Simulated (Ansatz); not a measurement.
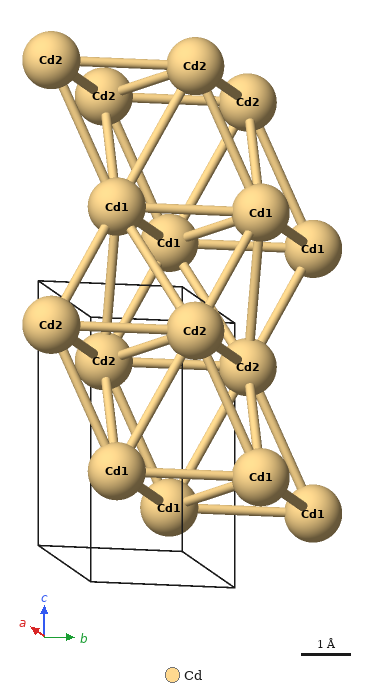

The starting point is a symmetric starting cell of Cd. Style: ball-and-stick. Shown: the cell of the calculation, repeated 2 × 2 × 2 with one cell outlined, from a free direction.

Theory: DFT PBE, scalar-relativistic, plane waves, PAW in Ansatz. Settings: plane-wave cutoff 420 eV; k-point mesh 18 × 18 × 8; occupations gaussian; smearing width 0.1 eV; no spin polarisation.

The variant: The cell is strained by −8.2 % along c and +0.8 % across it (volume −6.7 %), the atoms keeping their fractional coordinates. No relaxation follows. The starting cell wasn't computed here and needn't be at equilibrium, so pressure and forces aren't due to the change alone.

Predict the response.

Answer. The pressure is 6.9 GPa (not all of it need come from the change, since the unchanged cell can be under pressure at this level too). The principal stresses (compression positive) are 7.5 GPa along c and 6.6 GPa across it. All forces vanish by symmetry. Among the bonded contacts that change: Cd–Cd 3.294 → 3.108 Å, Cd–Cd 2.979 → 3.003 Å. The space group stays P6_3/mmc (No. 194).

Drawn alike, the variant:

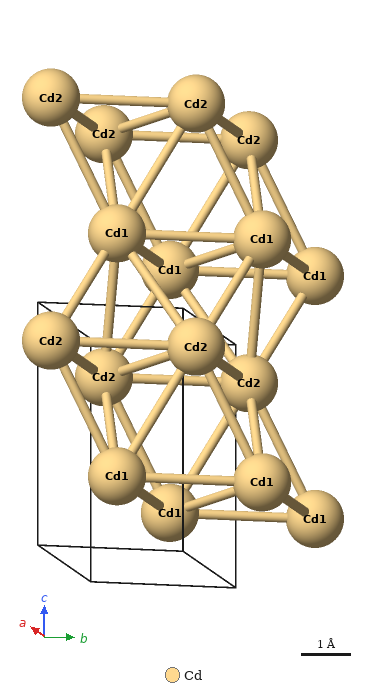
